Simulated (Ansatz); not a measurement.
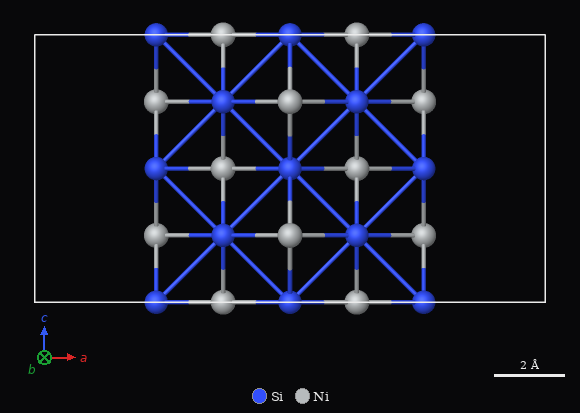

A wire of composition Si2Ni, before the relaxation. A ball-and-stick model of the 2 repeat of the cell, with the vacuum cut short (origin shifted), seen along the b axis.

Case: wire along [1 1 0], 24 atoms a period.

Method: DFT PBE, scalar-relativistic, plane waves, PAW (Ansatz 0.2.0).

Input file:
```yaml
crystal:
  lattice:
    - [16.7, 0.0, 0.0]
    - [0.0, 18.8, 0.0]
    - [0.0, 0.0, 3.8515145923]
  atoms:
    - { symbol: Si, position: [0.2693703837, 0.4637841478, 0.0] }
    - { symbol: Si, position: [0.7306296163, 0.4637841478, 0.0] }
    - { symbol: Si, position: [0.6153148082, 0.7535109655, 0.5] }
    - { symbol: Si, position: [0.6153148082, 0.4637841478, 0.5] }
    - { symbol: Ni, position: [0.6153148082, 0.681079261, 0.0] }
    - { symbol: Ni, position: [0.6153148082, 0.3913524434, 0.0] }
    - { symbol: Si, position: [0.6153148082, 0.6086475566, 0.5] }
    - { symbol: Si, position: [0.6153148082, 0.318920739, 0.5] }
    - { symbol: Si, position: [0.2693703837, 0.6086475566, 0.0] }
    - { symbol: Si, position: [0.7306296163, 0.6086475566, 0.0] }
    - { symbol: Ni, position: [0.5, 0.5362158522, 0.5] }
    - { symbol: Ni, position: [0.5, 0.2464890345, 0.5] }
    - { symbol: Si, position: [0.3846851918, 0.6086475566, 0.5] }
    - { symbol: Si, position: [0.3846851918, 0.318920739, 0.5] }
    - { symbol: Si, position: [0.5, 0.6086475566, 0.0] }
    - { symbol: Si, position: [0.5, 0.318920739, 0.0] }
    - { symbol: Ni, position: [0.2693703837, 0.5362158522, 0.5] }
    - { symbol: Ni, position: [0.7306296163, 0.5362158522, 0.5] }
    - { symbol: Si, position: [0.5, 0.7535109655, 0.0] }
    - { symbol: Si, position: [0.5, 0.4637841478, 0.0] }
    - { symbol: Si, position: [0.3846851918, 0.7535109655, 0.5] }
    - { symbol: Si, position: [0.3846851918, 0.4637841478, 0.5] }
    - { symbol: Ni, position: [0.3846851918, 0.681079261, 0.0] }
    - { symbol: Ni, position: [0.3846851918, 0.3913524434, 0.0] }
basis:
  ecutwfc: 420
kpoints:
  mp_grid: { grid: [1, 1, 14] }
hamiltonian:
  xc: pbe
scf:
  occupations: { method: gaussian, width: 0.05 }
output:
  forces: true
  stress: true
  eigenvalues: true
  populations: true
  write_density: true
  write_potential: true
  elf: true
  volumetric_format: npy
relax:
  adjacent_minimum: "off"
  f_tol: 0.02
  max_steps: 45
  cell: { fix: [a, b, alpha, beta, gamma], stress_tol: 0.03 }
```

Run as
```bash
ansatz run input.yaml --threads 4 --pin off --max-ram 11264MiB --backend cpu --events-out ev --progress --plain --runs-dir out
```

Q: Predict the outcome.

A: Over 4 accepted moves (6 points after the start) the energy falls by 0.785 eV per cell of the calculation. Largest force component: 1.6 eV/Å at the start, 0.0071 eV/Å at the end. The line search rejected the trial step at point 3 of the run. At 1 point the geometry stayed and the basis and grid were re-selected for the new cell (energy shift of 1.4 meV per cell of the calculation at most each time). The largest moves relative to the centre of the atoms, 0.23 Å, are those of Si3 and Si21. By element the largest moves are Si 0.23 Å, Ni 0.22 Å. Along the periodic axis the drawn cell goes c 7.703 → 7.573 Å (−1.7 %). Some distances before and after: Si19–Si21 2.723 → 2.556 Å, Ni12–Si16 2.359 → 2.226 Å, Si1–Si22 2.723 → 2.610 Å, Ni12–Si14 2.359 → 2.270 Å. Bond angles that change, for instance: Ni5–Si3–Si19 125.3° → 132.7°, Si8–Ni12–Si14 109.5° → 115.7°, Si7–Si3–Si19 90.0° → 95.5°.

Step by step:

```
step  E − E(0), meV/atom  largest force component, eV/Å                      note
   0                0.00                         1.5872                          
   1              -26.13                         0.8852                          
   2              -32.30                         0.2011                          
   3              -32.00                         0.0845                  rejected
   4              -32.75                         0.0241                          
   5              -32.76                         0.0072                          
   6              -32.70                         0.0071  same geometry, new basis
```

The end point in the same view:

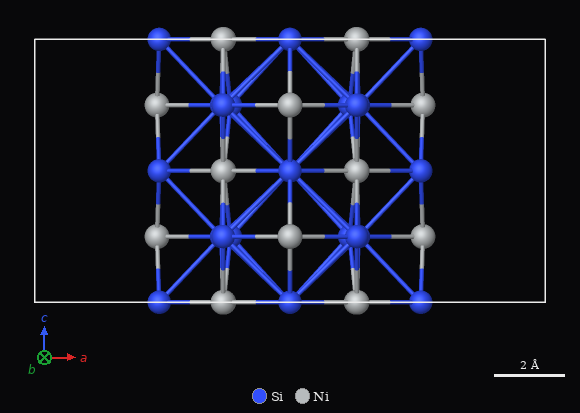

Limits of the set-up: an element that often carries a moment was run without spin polarisation.
